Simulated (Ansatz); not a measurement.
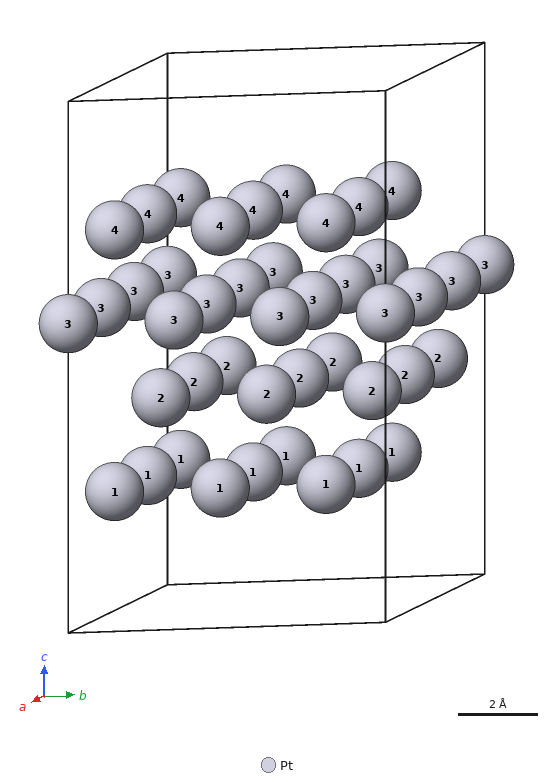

Figure 1. The structure as given in the input (spheres-only view of the 3 × 3 repeat of the cell, with the vacuum cut short, seen slightly off an axis; atoms are numbered from 1 in the order of the input). An atom can appear more than once, as a periodic image.

## Pt: geometry relaxation (part 1 of 2)

System: Pt (slab, 4 atoms in the cell).
Method: DFT PBEsol, scalar-relativistic, plane waves, PAW, no spin polarisation (Ansatz 0.2.0).

The structure derives from an entry of the Crystallography Open Database. The input holds or restrains some coordinates. Forces given for the steps count only the free coordinates. It belongs to a series of runs on one base structure; here: clean slab, lower half held. Figures and captions count atoms from 1; the log counts them from 0 in places.

## Output
```
Engine: ansatz 0.2.0, aarch64-unknown-linux-gnu
Pseudopotentials: kind: paw
Pseudopotential: Pt, paw, valence charge 18, recommended cutoff 420 eV (normal), Pt.paw.azcp
Functional definition: PBEsol
  exchange = pbesol_x
  correlation = pbesol_c
Crystal: 4 atoms, lattice volume = 158.114 Å³
Basis set: ecut = 420 eV, 3103 PW (Γ), exchange–correlation on 40×40×320 points (8 copies of the dense FFT grid, shifted against one another)
Bands: 44, of which v1, the nominal top of the filled ones, is band 36 counted from 1 (35 counted from 0)
Symmetry: 6 space group operations
k-points: 19 of 144 (time reversal used)
Non-local potential: Pt, projectors of the file, l = 0: 3, l = 1: 2, l = 2: 2, l = 3: 1
PAW form: soft (Blöchl's): semilocal exchange-correlation on the pseudo side does not see the compensation charge
PAW frozen core: Pt, regenerated for the run's functional, and the local potential with it (the file was generated under x = pbe(κ = 0.804, μ = 0.2195149727645171), c = pbe(β = 0.06672455060314922))
PAW one-centre angular grid: Pt, 590 points (default); XC on 64 Gauss nodes
Initial density: superposition of atomic densities (neutral atoms: chi_scale 0, normalization atom), corrected by the library's trained network
Initial wavefunctions: pseudopotential atomic-orbital guess
Functional: x = pbesol(κ = 0.804, μ = 0.12345679012345678), c = pbesol(β = 0.046)
SCF iter   1: F=—  HF=-49533.829031 eV  |F-HF|=—  |Δ(HF+E_count)|=         —  Δρ=7.49e-3  dr2=3.25e-1  ethr=1.77e-3  p=-0.000 e·Å  D=-5.58e-14 V/Å  ΔV_dip=0.00 eV  dr2_dipole=2.24e-7  V_vac-E_F(+/−)=5.34/5.34 eV  ⟨swp⟩=8.8  Hψ=3869  notcnv=0  defer=4
efield: sawtooth ramp at fractional position 0.9500 (placed from the atoms, in the widest stretch of the axis that holds none; the zero of the levels goes with the place), width 0.1000; the density the first Hamiltonian is built on has a dipole p = -0.000 e·Å; the dipole correction subtracts the counter field D = -5.58e-14 V/Å, which shifts the + side's vacuum level by +0.00 eV against the − side's; the planar-averaged density in the ramp window peaks in size at 1.1e-5 e/Å³
preconditioner: auto → LDOS  [metal: Δε(μ)=0.015 eV  Ē_g=7.811 eV  σ=0.100 eV  W_gap=0.08  n_scr=18 (ndim 8)  ℏωp=18.7 eV  f_vac=0.565  D(μ)=5.12/eV (n_scr^D=18)  β→1.0]
SCF iter   2: F=—  HF=-49533.827196 eV  |F-HF|=—  |Δ(HF+E_count)|=   1.83e-3  Δρ=5.35e-3  dr2=6.53e-2  ethr=4.51e-4  p=0.000 e·Å  D=5.01e-5 V/Å  ΔV_dip=-0.00 eV  dr2_dipole=4.14e-7  V_vac-E_F(+/−)=6.08/6.08 eV  ⟨swp⟩=2.7  Hψ=1407  notcnv=0  defer=36
SCF iter   3: F=—  HF=-49533.815281 eV  |F-HF|=—  |Δ(HF+E_count)|=   1.19e-2  Δρ=1.44e-3  dr2=2.84e-2  ethr=9.07e-5  p=-0.000 e·Å  D=-1.92e-5 V/Å  ΔV_dip=0.00 eV  dr2_dipole=1.04e-9  V_vac-E_F(+/−)=5.75/5.75 eV  ⟨swp⟩=2.1  Hψ=1302  notcnv=0  defer=36
SCF iter   4: F=—  HF=-49533.814264 eV  |F-HF|=—  |Δ(HF+E_count)|=   1.02e-3  Δρ=1.03e-3  dr2=5.42e-3  ethr=3.95e-5  p=0.000 e·Å  D=2.07e-5 V/Å  ΔV_dip=-0.00 eV  dr2_dipole=4.60e-8  V_vac-E_F(+/−)=5.81/5.81 eV  ⟨swp⟩=2.2  Hψ=1104  notcnv=0  defer=36
SCF iter   5: F=—  HF=-49533.813719 eV  |F-HF|=—  |Δ(HF+E_count)|=   5.45e-4  Δρ=3.71e-4  dr2=5.13e-4  ethr=7.53e-6  p=0.000 e·Å  D=5.71e-7 V/Å  ΔV_dip=-0.00 eV  dr2_dipole=9.68e-9  V_vac-E_F(+/−)=5.83/5.83 eV  ⟨swp⟩=2.2  Hψ=1162  notcnv=0  defer=33
SCF iter   6: F=—  HF=-49533.813715 eV  |F-HF|=—  |Δ(HF+E_count)|=   3.23e-6  Δρ=1.07e-4  dr2=7.57e-5  ethr=7.12e-7  p=-0.000 e·Å  D=-6.54e-6 V/Å  ΔV_dip=0.00 eV  dr2_dipole=2.00e-9  V_vac-E_F(+/−)=5.82/5.82 eV  ⟨swp⟩=2.3  Hψ=1180  notcnv=0  defer=33
SCF iter   7: F=-49533.813718 eV  HF=-49533.813716 eV  |F-HF|=1.96e-6  |Δ(HF+E_count)|=   4.97e-7  Δρ=2.30e-5  dr2=3.45e-7  ethr=3.12e-8  p=0.000 e·Å  D=2.42e-6 V/Å  ΔV_dip=-0.00 eV  dr2_dipole=1.12e-12  V_vac-E_F(+/−)=5.82/5.82 eV  ⟨swp⟩=13.2  Hψ=4084  notcnv=0
SCF 1 converged in 7 iterations: F = -49533.813718 eV  dr2 = 3.45e-7
  greatest PAW one-centre occupation: 1.000 electrons in one spin orbital (limit 2), on the Pt atom at site 2 (counted from 0), in its partial waves of l = 0
relax step   1: F+E_penalty+E_count = -49533.81371795 eV  Δ(F+E_penalty+E_count) = +0.000e0 eV  max|allowed force component| = 2.124e-1 eV/Å  Δτ_max = 0.0000 Å  (7 SCF iters, dr2 threshold 2.25e-5 eV, accepted)
Initial density: handed on by an earlier stage of this run
Initial wavefunctions: those handed on with the density
iter 1 solved again at ethr=1.63e-5 eV; its pass at ethr=3.10e-3 eV (dr2=1.17e-2 eV) is discarded
SCF iter   1: F=—  HF=-49533.815822 eV  |F-HF|=—  |Δ(HF+E_count)|=         —  Δρ=3.97e-3  dr2=1.14e-2  ethr=1.63e-5  p=0.000 e·Å  D=2.20e-6 V/Å  ΔV_dip=-0.00 eV  dr2_dipole=2.44e-7  V_vac-E_F(+/−)=5.80/5.80 eV  ⟨swp⟩=2.2  Hψ=3046  notcnv=0  defer=36
efield: sawtooth ramp at fractional position 0.9500 (handed on by an earlier solve), width 0.1000; the density the first Hamiltonian is built on has a dipole p = 0.000 e·Å; the dipole correction subtracts the counter field D = 2.20e-6 V/Å, which shifts the + side's vacuum level by -0.00 eV against the − side's; the planar-averaged density in the ramp window peaks in size at 1.7e-6 e/Å³
preconditioner: auto → LDOS  [metal: Δε(μ)=0.069 eV  Ē_g=7.907 eV  σ=0.100 eV  W_gap=0.35  n_scr=18 (ndim 8)  ℏωp=18.7 eV  f_vac=0.567  D(μ)=5.73/eV (n_scr^D=18)  β→1.0]
SCF iter   2: F=—  HF=-49533.815440 eV  |F-HF|=—  |Δ(HF+E_count)|=   3.82e-4  Δρ=1.82e-3  dr2=1.39e-2  ethr=1.58e-5  p=-0.004 e·Å  D=-4.21e-3 V/Å  ΔV_dip=0.10 eV  dr2_dipole=3.58e-3  V_vac-E_F(+/−)=5.90/5.80 eV  ⟨swp⟩=2.1  Hψ=1447  notcnv=0  defer=36
SCF iter   3: F=—  HF=-49533.812875 eV  |F-HF|=—  |Δ(HF+E_count)|=   2.56e-3  Δρ=4.38e-4  dr2=9.45e-4  ethr=1.58e-5  p=0.001 e·Å  D=9.37e-4 V/Å  ΔV_dip=-0.02 eV  dr2_dipole=7.88e-5  V_vac-E_F(+/−)=5.78/5.80 eV  ⟨swp⟩=2.0  Hψ=1281  notcnv=0  defer=36
SCF iter   4: F=—  HF=-49533.812787 eV  |F-HF|=—  |Δ(HF+E_count)|=   8.85e-5  Δρ=1.43e-4  dr2=7.00e-5  ethr=1.31e-6  p=-0.000 e·Å  D=-2.25e-4 V/Å  ΔV_dip=0.01 eV  dr2_dipole=3.95e-7  V_vac-E_F(+/−)=5.81/5.80 eV  ⟨swp⟩=2.3  Hψ=1241  notcnv=0  defer=36
SCF iter   5: F=—  HF=-49533.812777 eV  |F-HF|=—  |Δ(HF+E_count)|=   9.50e-6  Δρ=6.54e-5  dr2=3.11e-5  ethr=9.72e-8  p=-0.000 e·Å  D=-6.13e-5 V/Å  ΔV_dip=0.00 eV  dr2_dipole=9.61e-7  V_vac-E_F(+/−)=5.81/5.80 eV  ⟨swp⟩=2.7  Hψ=1385  notcnv=0  defer=36
SCF iter   6: F=—  HF=-49533.812776 eV  |F-HF|=—  |Δ(HF+E_count)|=   1.58e-6  Δρ=3.21e-5  dr2=1.62e-5  ethr=4.32e-8  p=-0.000 e·Å  D=-1.37e-4 V/Å  ΔV_dip=0.00 eV  dr2_dipole=5.77e-7  V_vac-E_F(+/−)=5.81/5.80 eV  ⟨swp⟩=1.6  Hψ=1018  notcnv=0  defer=36
SCF iter   7: F=-49533.812773 eV  HF=-49533.812775 eV  |F-HF|=1.88e-6  |Δ(HF+E_count)|=   2.88e-7  Δρ=1.27e-5  dr2=1.96e-6  ethr=3.92e-9  p=-0.000 e·Å  D=-1.87e-4 V/Å  ΔV_dip=0.00 eV  dr2_dipole=1.66e-7  V_vac-E_F(+/−)=5.81/5.80 eV  ⟨swp⟩=11.7  Hψ=3992  notcnv=0
SCF 2 converged in 7 iterations: F = -49533.812773 eV  dr2 = 1.96e-6
  greatest PAW one-centre occupation: 1.000 electrons in one spin orbital (limit 2), on the Pt atom at site 1 (counted from 0), in its partial waves of l = 0
relax step   2: F+E_penalty+E_count = -49533.81277337 eV  Δ(F+E_penalty+E_count) = +9.446e-4 eV  max|allowed force component| = 2.752e-1 eV/Å  Δτ_max = 0.0529 Å  (7 SCF iters, dr2 threshold 2.82e-6 eV, rejected (line search))
SCF iter   1: F=—  HF=-49533.816716 eV  |F-HF|=—  |Δ(HF+E_count)|=         —  Δρ=1.99e-3  dr2=2.92e-3  ethr=3.98e-5  p=-0.000 e·Å  D=-1.87e-4 V/Å  ΔV_dip=0.00 eV  dr2_dipole=2.01e-4  V_vac-E_F(+/−)=5.82/5.81 eV  ⟨swp⟩=3.1  Hψ=1955  notcnv=0  defer=37
efield: sawtooth ramp at fractional position 0.9500 (handed on by an earlier solve), width 0.1000; the density the first Hamiltonian is built on has a dipole p = -0.000 e·Å; the dipole correction subtracts the counter field D = -1.87e-4 V/Å, which shifts the + side's vacuum level by +0.00 eV against the − side's; the planar-averaged density in the ramp window peaks in size at 1.3e-6 e/Å³
preconditioner: auto → LDOS  [metal: Δε(μ)=0.074 eV  Ē_g=7.896 eV  σ=0.100 eV  W_gap=0.36  n_scr=18 (ndim 8)  ℏωp=18.7 eV  f_vac=0.567  D(μ)=5.61/eV (n_scr^D=18)  β→1.0]
SCF iter   2: F=—  HF=-49533.816670 eV  |F-HF|=—  |Δ(HF+E_count)|=   4.60e-5  Δρ=9.31e-4  dr2=3.66e-3  ethr=4.05e-6  p=0.002 e·Å  D=2.03e-3 V/Å  ΔV_dip=-0.05 eV  dr2_dipole=1.04e-3  V_vac-E_F(+/−)=5.77/5.82 eV  ⟨swp⟩=2.8  Hψ=1884  notcnv=0  defer=37
SCF iter   3: F=—  HF=-49533.816027 eV  |F-HF|=—  |Δ(HF+E_count)|=   6.43e-4  Δρ=2.35e-4  dr2=2.83e-4  ethr=4.05e-6  p=-0.001 e·Å  D=-7.17e-4 V/Å  ΔV_dip=0.02 eV  dr2_dipole=4.63e-5  V_vac-E_F(+/−)=5.83/5.81 eV  ⟨swp⟩=2.0  Hψ=1250  notcnv=0  defer=37
SCF iter   4: F=—  HF=-49533.816000 eV  |F-HF|=—  |Δ(HF+E_count)|=   2.67e-5  Δρ=7.00e-5  dr2=1.90e-5  ethr=3.94e-7  p=-0.000 e·Å  D=-8.39e-5 V/Å  ΔV_dip=0.00 eV  dr2_dipole=7.32e-7  V_vac-E_F(+/−)=5.81/5.81 eV  ⟨swp⟩=2.3  Hψ=1224  notcnv=0  defer=37
SCF iter   5: F=—  HF=-49533.816008 eV  |F-HF|=—  |Δ(HF+E_count)|=   8.08e-6  Δρ=3.33e-5  dr2=6.82e-6  ethr=2.64e-8  p=-0.000 e·Å  D=-1.65e-4 V/Å  ΔV_dip=0.00 eV  dr2_dipole=5.01e-7  V_vac-E_F(+/−)=5.82/5.81 eV  ⟨swp⟩=2.6  Hψ=1333  notcnv=0  defer=37
SCF iter   6: F=—  HF=-49533.816008 eV  |F-HF|=—  |Δ(HF+E_count)|=   3.44e-7  Δρ=1.43e-5  dr2=3.17e-6  ethr=9.47e-9  p=-0.000 e·Å  D=-1.12e-4 V/Å  ΔV_dip=0.00 eV  dr2_dipole=1.94e-7  V_vac-E_F(+/−)=5.82/5.81 eV  ⟨swp⟩=2.2  Hψ=1146  notcnv=0  defer=37
SCF iter   7: F=—  HF=-49533.816008 eV  |F-HF|=—  |Δ(HF+E_count)|=   4.79e-9  Δρ=7.09e-6  dr2=4.69e-7  ethr=4.40e-9  p=-0.000 e·Å  D=-9.25e-5 V/Å  ΔV_dip=0.00 eV  dr2_dipole=3.97e-8  V_vac-E_F(+/−)=5.81/5.81 eV  ⟨swp⟩=1.1  Hψ=819  notcnv=0  defer=37
SCF iter   8: F=-49533.816008 eV  HF=-49533.816008 eV  |F-HF|=2.90e-9  |Δ(HF+E_count)|=   3.34e-8  Δρ=3.01e-6  dr2=2.34e-8  ethr=1.39e-10  p=-0.000 e·Å  D=-7.72e-5 V/Å  ΔV_dip=0.00 eV  dr2_dipole=2.19e-9  V_vac-E_F(+/−)=5.81/5.81 eV  ⟨swp⟩=12.0  Hψ=4260  notcnv=0
SCF 3 converged in 8 iterations: F = -49533.816008 eV  dr2 = 2.34e-8
relax step   3: F+E_penalty+E_count = -49533.81600764 eV  Δ(F+E_penalty+E_count) = -2.290e-3 eV  max|allowed force component| = 8.003e-3 eV/Å  Δτ_max = 0.0257 Å  (8 SCF iters, accepted)
```

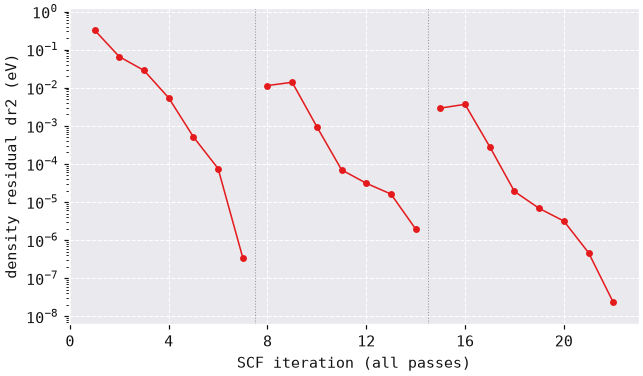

Figure 2. Convergence of the self-consistent field: density residual dr2 against the SCF iteration. The dotted lines part the SCF passes of the relaxation: geometry steps, rejected trials and re-solves on a re-selected basis. The passes take 7, 7 and 8 iterations.
